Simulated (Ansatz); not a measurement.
System: TaN, space group P-6m2 (No. 187).

The given structure:
```
CELL_PARAMETERS angstrom
2.93800 0.00000 0.00000
-1.46900 2.54438 0.00000
0.00000 0.00000 2.88300
ATOMIC_POSITIONS crystal
Ta 0.33333 0.66667 0.50000
N 0.00000 0.00000 0.00000
```

Calculation (Ansatz 0.2.0): one atom of a crystal moved over a plane, all else fixed, by plane-wave density functional theory with PAW datasets, free energies less that of the undisturbed cell. Level: PBEsol, no spin polarisation.

- wave cutoff: 420 eV
- k mesh: 18×18×16
- occupations: Gaussian
- smearing width: 0.15 eV
- k shift: (0, 0, 0) (mesh steps)
- start: as given
- moved atom: 2
- direction 1: (0.7071, 0.7071, 0) (Cartesian unit vector)
- direction 2: (0, 0, 1) (Cartesian unit vector)

What does the calculation give for the map of the energy change over displacement d2 and displacement d1? The grid: displacement d2 −0.3, −0.15, 0, 0.15, 0.3 Å; displacement d1 −0.3, −0.15, 0, 0.15, 0.3 Å.

At the origin the energy is lower than all eight neighbouring grid points, so a minimum lies at or close to the given structure. The energy change is least, 0.00 eV/cell, at displacement d2 of 0 Å and displacement d1 of 0 Å, and largest, 1.49 eV/cell, at displacement d2 of −0.3 Å and displacement d1 of −0.3 Å (and at equivalent points).

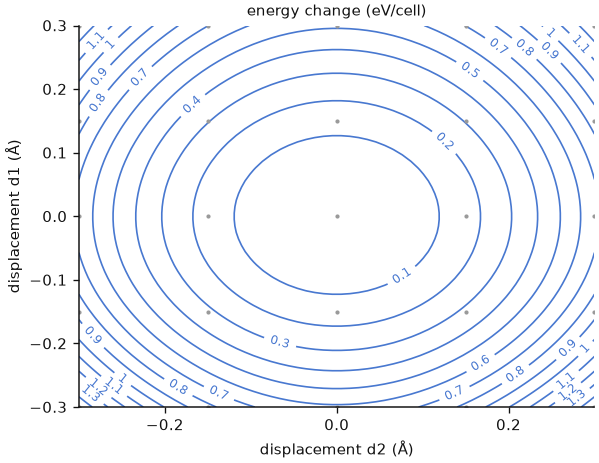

Keep in mind: reference crystal is not relaxed.
